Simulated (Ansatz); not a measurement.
## Geometry relaxation, with input and output: Ge$_{48}$Si (part 4 of 4)

Continued. System: Ge$_{48}$Si (defect cell, 49 atoms in the cell). Method: DFT PBE, scalar-relativistic, plane waves, PAW, spin-polarised (Ansatz 0.2.0); cutoff 420 eV, 2×2×2 k-mesh, Gaussian smearing of 0.05 eV, collinear spins. The structure derives from a Materials Project entry.

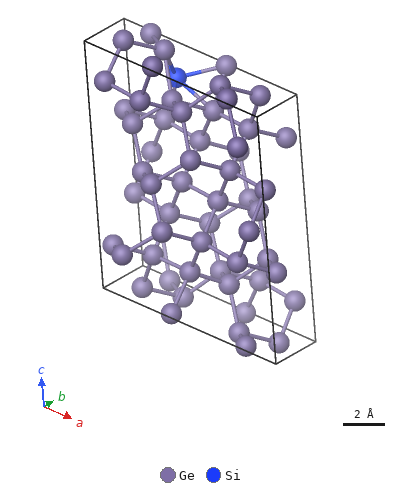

**Figure 1.** The geometry at step 11 of the log (ball-and-stick view of the cell of the calculation, seen slightly off an axis).

**Trajectory as extended XYZ, continued**
```
49
Lattice="-5.9964 3.4620 6.5994 5.9964 -3.4620 6.5994 5.9964 10.3860 -6.5994" Properties=species:S:1:pos:R:3:forces:R:3 step=10 energy=-206790.14959
Ge   -2.0313    1.2161    7.0107   -0.0001   0.0040  -0.0074
Ge    4.2187   -2.3455    6.9551    0.0062   0.0184   0.0225
Ge    1.9990    1.1287    0.4131    0.0027   0.0135  -0.0074
Ge    1.9937    1.2173    7.0315    0.0113  -0.0011  -0.0111
Ge   -0.0078    4.7046    0.4225    0.0019  -0.0111   0.0016
Ge    0.0055    4.6473    7.0203   -0.0026  -0.0067   0.0034
Ge    3.9413    4.6249    7.0223   -0.0010  -0.0007  -0.0048
Ge    3.9737    4.5982    0.4222    0.0085   0.0028  -0.0055
Ge    7.9704    4.6828    0.4224    0.0061   0.0270  -0.0004
Ge    1.9443    8.0656    0.4233    0.0116  -0.0083  -0.0042
Ge    5.8108    8.1040    0.3756    0.0052  -0.0120  -0.0042
Ge    0.0309   11.4933    0.4130    0.0049   0.0022  -0.0015
Ge    1.9736   -1.1595    3.8059   -0.0061  -0.0053  -0.0051
Ge    1.9815   -1.1285   10.1661    0.0247   0.0229   0.0215
Ge    0.1176    2.4269    3.7460   -0.0273  -0.0230   0.0085
Ge   -0.0034    2.3412   10.2991   -0.0004   0.0089   0.0047
Ge   -2.0141    5.7996    3.7465    0.0037   0.0001   0.0013
Ge    3.9924    2.2958    3.6985    0.0016   0.0001  -0.0082
Ge    7.9790    2.3558    3.7099   -0.0025  -0.0033   0.0075
Ge    2.0132    5.7810    3.7304    0.0021  -0.0084  -0.0040
Ge    5.9439    5.7776    3.7396   -0.0089   0.0072  -0.0069
Ge   -0.0398    9.1927    3.6991   -0.0132   0.0103   0.0088
Ge    3.8584    9.3125    3.7414    0.0081  -0.0110  -0.0047
Ge    4.0402    9.1903   -2.8882   -0.0129  -0.0025   0.0008
Ge   -1.7774    1.1165    2.9487    0.0058   0.0183  -0.0253
Ge   -2.0307    1.2161    9.4907   -0.0001   0.0038   0.0074
Ge    1.9946    1.2178    9.4710    0.0093  -0.0017   0.0098
Ge    2.0000    1.1287    2.8898    0.0025   0.0129   0.0072
Ge    6.0031    1.1851    2.8825   -0.0040  -0.0071  -0.0037
Ge   -0.0070    4.7040    2.8814    0.0013  -0.0106  -0.0018
Ge    3.9740    4.5974    2.8813    0.0086   0.0041   0.0051
Ge   -2.0542    8.0869    2.8804   -0.0019  -0.0005   0.0049
Ge    1.9449    8.0653    2.8800    0.0107  -0.0082   0.0043
Ge    7.9705    4.6828    2.8811    0.0075   0.0267   0.0005
Ge    6.0273    8.0311   -3.7097    0.0057   0.0025   0.0016
Ge    5.8107    8.1039    2.9287    0.0069  -0.0107   0.0035
Ge   -4.0232    2.3027    6.0954   -0.0053  -0.0055   0.0079
Ge    1.9807   -1.1288    6.3346    0.0279   0.0246  -0.0191
Ge    6.1129   -1.0344    6.1570   -0.0262  -0.0252  -0.0082
Ge   -0.0037    2.3413    6.2033   -0.0007   0.0089  -0.0054
Ge    3.9812    2.3375    6.1565    0.0040   0.0003  -0.0011
Ge   -2.0051    5.7585    6.2045    0.0031  -0.0007   0.0082
Ge    1.9817    5.8179    6.1931   -0.0017  -0.0038  -0.0077
Ge    2.0124    5.7812   -0.4268    0.0038  -0.0082   0.0042
Ge    5.9439    5.7780   -0.4361   -0.0094   0.0060   0.0068
Ge    5.9558    5.7307    6.2036   -0.0128   0.0098  -0.0085
Ge    3.8585    9.3120   -0.4378    0.0073  -0.0097   0.0039
Ge    4.0400    9.1905    6.1917   -0.0122  -0.0019  -0.0008
Si    8.0835    7.6077    1.6514   -0.0538  -0.0481   0.0009
49
Lattice="-5.9964 3.4620 6.5994 5.9964 -3.4620 6.5994 5.9964 10.3860 -6.5994" Properties=species:S:1:pos:R:3:forces:R:3 step=11 energy=-206790.14921 accepted=F
Ge   -2.0283    1.2150    7.0116   -0.0008  -0.0064   0.0125
Ge    4.2035   -2.3351    6.9642   -0.0582  -0.0385   0.0036
Ge    2.0012    1.1385    0.4126    0.0025  -0.0117   0.0132
Ge    2.0096    1.2173    7.0294   -0.0196   0.0017   0.0152
Ge   -0.0039    4.6858    0.4212    0.0001  -0.0007  -0.0003
Ge    0.0108    4.6423    7.0211    0.0039   0.0088  -0.0044
Ge    3.9410    4.6271    7.0215   -0.0039   0.0001   0.0098
Ge    3.9821    4.5983    0.4223   -0.0200  -0.0039   0.0091
Ge    7.9679    4.6888    0.4202    0.0009  -0.0115   0.0193
Ge    1.9430    8.0597    0.4223   -0.0013   0.0068   0.0102
Ge    5.8086    8.1047    0.3668    0.0405   0.0390   0.0079
Ge    0.0275   11.5014    0.4139   -0.0034   0.0002   0.0028
Ge    1.9751   -1.1545    3.7970   -0.0003   0.0039  -0.0034
Ge    1.9934   -1.1258   10.1795   -0.0160  -0.0218  -0.0244
Ge    0.1045    2.4101    3.7541    0.0421   0.0368  -0.0039
Ge    0.0032    2.3360   10.2929   -0.0035  -0.0044  -0.0019
Ge   -2.0015    5.8015    3.7483   -0.0014  -0.0035   0.0011
Ge    3.9992    2.2975    3.6954   -0.0066  -0.0056   0.0095
Ge    7.9774    2.3581    3.7142   -0.0024  -0.0078  -0.0057
Ge    2.0134    5.7716    3.7253   -0.0027   0.0032   0.0034
Ge    5.9426    5.7833    3.7440    0.0066  -0.0293   0.0064
Ge   -0.0427    9.1994    3.6961    0.0179  -0.0008  -0.0072
Ge    3.8554    9.3107    3.7409   -0.0323   0.0265   0.0068
Ge    4.0342    9.1995   -2.8892    0.0223   0.0143  -0.0100
Ge   -1.7923    1.1270    2.9380   -0.0648  -0.0379  -0.0024
Ge   -2.0287    1.2147    9.4909   -0.0005  -0.0059  -0.0122
Ge    2.0089    1.2166    9.4726   -0.0175   0.0015  -0.0146
Ge    2.0011    1.1388    2.8912    0.0017  -0.0110  -0.0130
Ge    6.0065    1.1803    2.8815    0.0047   0.0096   0.0051
Ge   -0.0044    4.6862    2.8815    0.0005  -0.0011   0.0007
Ge    3.9822    4.5992    2.8810   -0.0206  -0.0057  -0.0088
Ge   -2.0560    8.0890    2.8814   -0.0036   0.0002  -0.0099
Ge    1.9423    8.0597    2.8811   -0.0004   0.0065  -0.0103
Ge    7.9683    4.6890    2.8830   -0.0013  -0.0115  -0.0189
Ge    6.0243    8.0394   -3.7095   -0.0052   0.0001  -0.0028
Ge    5.8087    8.1051    2.9368    0.0381   0.0357  -0.0102
Ge   -4.0214    2.3072    6.1066   -0.0006   0.0045  -0.0003
Ge    1.9945   -1.1250    6.3230   -0.0248  -0.0239   0.0245
Ge    6.1011   -1.0527    6.1485    0.0407   0.0394   0.0037
Ge    0.0034    2.3361    6.2091   -0.0032  -0.0045   0.0025
Ge    3.9956    2.3398    6.1543   -0.0013  -0.0040  -0.0015
Ge   -1.9969    5.7587    6.2072   -0.0074  -0.0048  -0.0095
Ge    1.9816    5.8199    6.1884   -0.0030  -0.0074   0.0056
Ge    2.0139    5.7716   -0.4221   -0.0044   0.0029  -0.0038
Ge    5.9422    5.7829   -0.4406    0.0066  -0.0283  -0.0062
Ge    5.9544    5.7374    6.2068    0.0175  -0.0008   0.0066
Ge    3.8558    9.3112   -0.4376   -0.0318   0.0244  -0.0065
Ge    4.0339    9.1993    6.1925    0.0220   0.0138   0.0103
Si    8.0304    7.5901    1.6512    0.0942   0.0126   0.0022
49
Lattice="-5.9964 3.4620 6.5994 5.9964 -3.4620 6.5994 5.9964 10.3860 -6.5994" Properties=species:S:1:pos:R:3:forces:R:3 step=12 energy=-206790.15233
Ge   -2.0304    1.2156    7.0113   -0.0030  -0.0016   0.0017
Ge    4.2107   -2.3422    6.9611   -0.0038   0.0036  -0.0085
Ge    1.9993    1.1340    0.4131   -0.0017  -0.0007   0.0011
Ge    1.9995    1.2175    7.0306    0.0007   0.0037   0.0006
Ge   -0.0070    4.6954    0.4221   -0.0011  -0.0018   0.0000
Ge    0.0062    4.6452    7.0207    0.0028  -0.0004   0.0005
Ge    3.9408    4.6267    7.0218   -0.0008  -0.0007   0.0015
Ge    3.9763    4.5983    0.4224   -0.0006  -0.0006  -0.0009
Ge    7.9703    4.6863    0.4221   -0.0003  -0.0021  -0.0040
Ge    1.9442    8.0624    0.4229   -0.0020   0.0015   0.0005
Ge    5.8147    8.1078    0.3716    0.0088   0.0054   0.0050
Ge    0.0307   11.4969    0.4136    0.0012  -0.0029  -0.0002
Ge    1.9743   -1.1565    3.8017    0.0026   0.0009   0.0018
Ge    1.9908   -1.1270   10.1716   -0.0050  -0.0031   0.0145
Ge    0.1102    2.4191    3.7494    0.0006   0.0004   0.0001
Ge   -0.0016    2.3396   10.2968   -0.0010  -0.0035  -0.0004
Ge   -2.0092    5.8007    3.7470    0.0014   0.0009  -0.0014
Ge    3.9941    2.2968    3.6975    0.0010   0.0014   0.0031
Ge    7.9767    2.3565    3.7118    0.0034  -0.0001  -0.0001
Ge    2.0123    5.7760    3.7282   -0.0011   0.0008   0.0010
Ge    5.9432    5.7803    3.7397    0.0014   0.0067   0.0010
Ge   -0.0405    9.1963    3.6989    0.0018  -0.0007  -0.0002
Ge    3.8573    9.3118    3.7410    0.0005  -0.0004   0.0013
Ge    4.0388    9.1942   -2.8892   -0.0011   0.0011   0.0055
Ge   -1.7857    1.1199    2.9419   -0.0030   0.0034   0.0078
Ge   -2.0302    1.2156    9.4906   -0.0033  -0.0016  -0.0016
Ge    1.9998    1.2175    9.4716    0.0004   0.0037  -0.0008
Ge    1.9997    1.1341    2.8902   -0.0019  -0.0011  -0.0011
Ge    6.0029    1.1832    2.8821    0.0026  -0.0004  -0.0007
Ge   -0.0067    4.6952    2.8814   -0.0014  -0.0016  -0.0001
Ge    3.9765    4.5982    2.8809   -0.0005  -0.0003   0.0010
Ge   -2.0554    8.0887    2.8810   -0.0007  -0.0010  -0.0016
Ge    1.9443    8.0623    2.8804   -0.0021   0.0015  -0.0006
Ge    7.9704    4.6864    2.8813   -0.0003  -0.0023   0.0039
Ge    6.0271    8.0349   -3.7098    0.0016  -0.0028   0.0001
Ge    5.8148    8.1080    2.9322    0.0087   0.0047  -0.0056
Ge   -4.0222    2.3055    6.1007    0.0025   0.0007  -0.0009
Ge    1.9905   -1.1270    6.3302   -0.0044  -0.0038  -0.0138
Ge    6.1063   -1.0427    6.1534    0.0009   0.0001  -0.0002
Ge   -0.0018    2.3396    6.2053   -0.0009  -0.0034   0.0005
Ge    3.9869    2.3387    6.1559    0.0017   0.0007   0.0013
Ge   -2.0026    5.7589    6.2054    0.0013   0.0011  -0.0031
Ge    1.9801    5.8185    6.1910    0.0039  -0.0002   0.0003
Ge    2.0120    5.7761   -0.4247   -0.0009   0.0008  -0.0010
Ge    5.9430    5.7803   -0.4363    0.0018   0.0067  -0.0010
Ge    5.9557    5.7342    6.2038    0.0021  -0.0008   0.0002
Ge    3.8574    9.3118   -0.4377    0.0004  -0.0006  -0.0009
Ge    4.0386    9.1943    6.1925   -0.0010   0.0011  -0.0054
Si    8.0637    7.5892    1.6516   -0.0122  -0.0124  -0.0002
```

The run was set up as follows.

**Input file**
```yaml
crystal:
  lattice:
    - [-5.996379, 3.462011, 6.599378]
    - [5.996379, -3.462011, 6.599378]
    - [5.996379, 10.386033, -6.599378]
  atoms:
    - { symbol: Ge, position: [0.698117, 0.364784, 0.0] }
    - { symbol: Ge, position: [0.201048356, 0.8670756004, 0.0018619967] }
    - { symbol: Ge, position: [0.03145, 0.198117, 0.166667] }
    - { symbol: Ge, position: [0.53145, 0.698117, 0.166667] }
    - { symbol: Ge, position: [0.364784, 0.031451, 0.333333] }
    - { symbol: Ge, position: [0.864784, 0.531451, 0.333333] }
    - { symbol: Ge, position: [0.698117, 0.864784, 0.5] }
    - { symbol: Ge, position: [0.198117, 0.364784, 0.5] }
    - { symbol: Ge, position: [0.03145, 0.698117, 0.666667] }
    - { symbol: Ge, position: [0.53145, 0.198117, 0.666667] }
    - { symbol: Ge, position: [0.3706291968, 0.5307267383, 0.8352093106], spin: 0.5 }
    - { symbol: Ge, position: [0.864784, 0.031451, 0.833333] }
    - { symbol: Ge, position: [0.114784, 0.448117, 0.0] }
    - { symbol: Ge, position: [0.6211331585, 0.9467544571, -0.0019869372], spin: 0.5 }
    - { symbol: Ge, position: [0.448117, 0.28145, 0.166667] }
    - { symbol: Ge, position: [0.948117, 0.78145, 0.166667] }
    - { symbol: Ge, position: [0.781451, 0.114784, 0.333333] }
    - { symbol: Ge, position: [0.281451, 0.614784, 0.333333] }
    - { symbol: Ge, position: [0.114784, 0.948117, 0.5] }
    - { symbol: Ge, position: [0.614784, 0.448117, 0.5] }
    - { symbol: Ge, position: [0.448117, 0.78145, 0.666667] }
    - { symbol: Ge, position: [0.948117, 0.28145, 0.666667] }
    - { symbol: Ge, position: [0.781451, 0.614784, 0.833333] }
    - { symbol: Ge, position: [0.281451, 0.114784, 0.833333] }
    - { symbol: Ge, position: [0.3744407997, 0.0510732233, 0.001789378] }
    - { symbol: Ge, position: [0.885216, 0.551883, 0.0] }
    - { symbol: Ge, position: [0.718549, 0.885216, 0.166667] }
    - { symbol: Ge, position: [0.218549, 0.385216, 0.166667] }
    - { symbol: Ge, position: [0.051883, 0.71855, 0.333333] }
    - { symbol: Ge, position: [0.551883, 0.21855, 0.333333] }
    - { symbol: Ge, position: [0.385216, 0.551883, 0.5] }
    - { symbol: Ge, position: [0.885216, 0.051883, 0.5] }
    - { symbol: Ge, position: [0.718549, 0.385216, 0.666667] }
    - { symbol: Ge, position: [0.218549, 0.885216, 0.666667] }
    - { symbol: Ge, position: [0.051883, 0.21855, 0.833333] }
    - { symbol: Ge, position: [0.5581635535, 0.7221719263, 0.8395061892], spin: 0.5 }
    - { symbol: Ge, position: [0.801883, 0.135216, 0.0] }
    - { symbol: Ge, position: [0.3030263844, 0.6387526549, 0.0002098529], spin: 0.5 }
    - { symbol: Ge, position: [0.135216, 0.968549, 0.166667] }
    - { symbol: Ge, position: [0.635216, 0.468549, 0.166667] }
    - { symbol: Ge, position: [0.46855, 0.801883, 0.333333] }
    - { symbol: Ge, position: [0.96855, 0.301883, 0.333333] }
    - { symbol: Ge, position: [0.801883, 0.635216, 0.5] }
    - { symbol: Ge, position: [0.301883, 0.135216, 0.5] }
    - { symbol: Ge, position: [0.135216, 0.468549, 0.666667] }
    - { symbol: Ge, position: [0.635216, 0.968549, 0.666667] }
    - { symbol: Ge, position: [0.46855, 0.301883, 0.833333] }
    - { symbol: Ge, position: [0.96855, 0.801883, 0.833333] }
    - { symbol: Si, position: [0.4218915981, 0.7538915376, 0.9205268713], spin: 0.5 }
magnetization:
  spin_polarized: true
basis:
  ecutwfc: 420
  fft_grid_basis: typed
kpoints:
  mp_grid: { grid: [2, 2, 2] }
hamiltonian:
  xc: pbe
  pseudopotentials: { kind: paw }
scf:
  occupations: { method: gaussian, width: 0.05 }
output:
  forces: true
  stress: false
  eigenvalues: false
  bader: false
  write_density: false
  volumetric_format: npy
  populations: true
relax:
  adjacent_minimum: "off"
  max_steps: 30
  f_tol: 0.05
```

Run as:
```bash
ansatz run input.yaml --threads 8 --pin off --max-ram 16384MiB --backend cpu --events-out ev --progress --plain --runs-dir out
```

**Key numbers**

| quantity | value |
| --- | --- |
| outcome | converged |
| electrons treated | 676 |
| free energy | −206790.1523 eV |
| Fermi energy | 9.000 eV |
| net moment of the cell | 0.00 μB |
| integrated absolute moment | 0.00 μB |
| final volume | 1096.00 Å³ |
| largest force (length of the vector) at the end | 0.017 eV/Å |
| hardware | 8 threads of Arm Neoverse V2, 24 GiB of memory available, shared host |
| wall time | 17 min (CPU time 2.1 h) |
| peak memory | 12 GiB |

**Notes**

Notes on the run: some starting moments were not kept.
